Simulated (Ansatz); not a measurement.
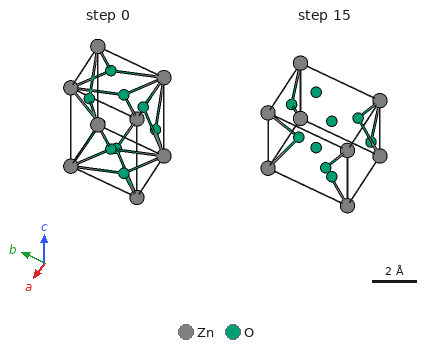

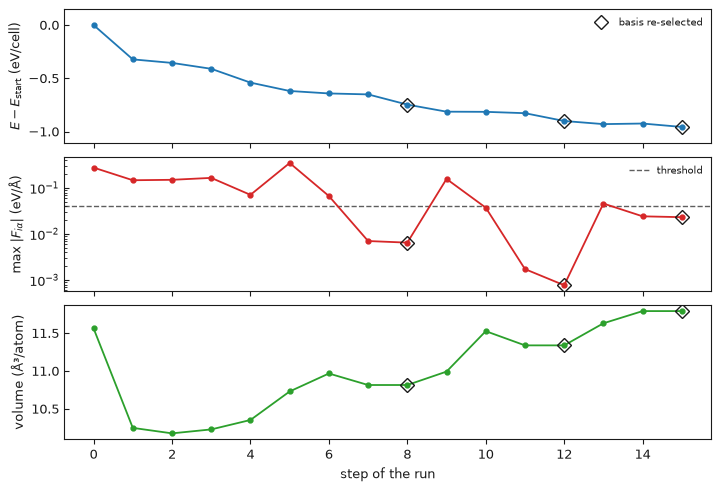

First and last geometry of a relaxation of crystalline ZnO$_{5}$ (a generated structure, set up in P-62m) (coarse preliminary run), with the history of the run. The picture is a ball-and-stick view of the cell of the calculation, seen from a free direction.

All numbers below come from Ansatz 0.2.0, DFT PBE, scalar-relativistic, plane waves, PAW. Settings: plane-wave cutoff 420 eV; k-point mesh 6 × 6 × 4; occupations gaussian; smearing width 0.1 eV; collinear spin; cell and atoms relaxed; force threshold 0.04 eV/Å; at most 70 steps.

What do the curves and the structures tell?

It converged. The largest moves relative to the cell, 0.20 Å, are those of O atoms. Zn stays in place. The volume changes by +2.0 %, with a = b 4.437 → 5.332 Å (+20.2 %), c 4.069 → 2.874 Å (−29.4 %). Some distances before and after: O–Zn 2.562 → 3.078 Å, O–Zn 2.463 → 2.053 Å. The space group stays P-62m (No. 189). The energy falls by 0.956 eV per cell of the calculation in 12 accepted moves (15 points after the start). Largest force component: 0.28 eV/Å at the start, 0.023 eV/Å at the end. Pressure: −9.33 GPa at the start and 0.09 GPa at the end. The SCF was repeated 3 times at an unchanged geometry on a basis and grid sized afresh for the cell, which shifted the energy by 95.8 meV per cell of the calculation at most.

Limits of the set-up: the k-point mesh is coarse for a cell with partly filled bands; layers or molecules are held without a dispersion correction, so their spacing is unreliable.
